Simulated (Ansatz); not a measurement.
Crystal: AlP, a calculation's input that goes back to an entry of the Crystallography Open Database (an earlier step may have relaxed or displaced it).

```
Al P
1.0
     5.45100    0.00000    0.00000
     0.00000    5.45100    0.00000
     0.00000    0.00000    5.45100
Al P
4 4
Direct
  0.00000 0.00000 0.00000
  0.00000 0.50000 0.50000
  0.50000 0.00000 0.50000
  0.50000 0.50000 0.00000
  0.25000 0.25000 0.25000
  0.25000 0.75000 0.75000
  0.75000 0.25000 0.75000
  0.75000 0.75000 0.25000
```

What does its first Brillouin zone look like, and which path through it is standard?

Answer. It has a face-centred cubic lattice (cF; extended symbol cF2). The zone is a truncated octahedron in its combinatorial type: 14 faces (6 with 4 edges, 8 with 6 edges), 36 edges, 24 vertices. Path: Γ–X–U | K–Γ–L–W–X.

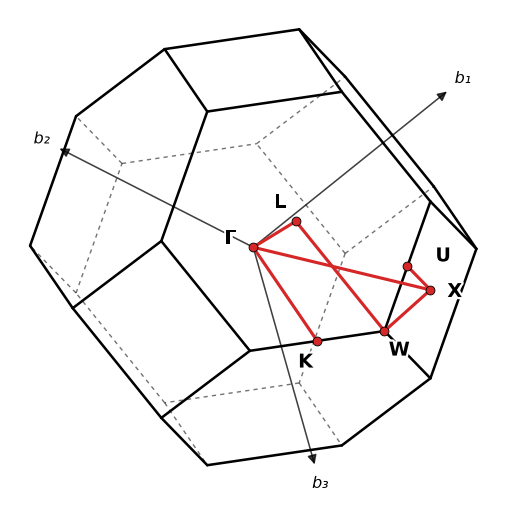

Labels and path follow the convention of Hinuma et al. (2017), as computed by seekpath; the arrows show the directions of the reciprocal primitive vectors b₁, b₂, b₃, in which coordinates are given; lengths include the factor 2π.

```tsv
point	k₁	k₂	k₃	length of k (1/Å)
Γ	0	0	0	0.000
X	1/2	0	1/2	1.153
L	1/2	1/2	1/2	0.998
W	1/2	1/4	3/4	1.289
K	3/8	3/8	3/4	1.223
U	5/8	1/4	5/8	1.223
```
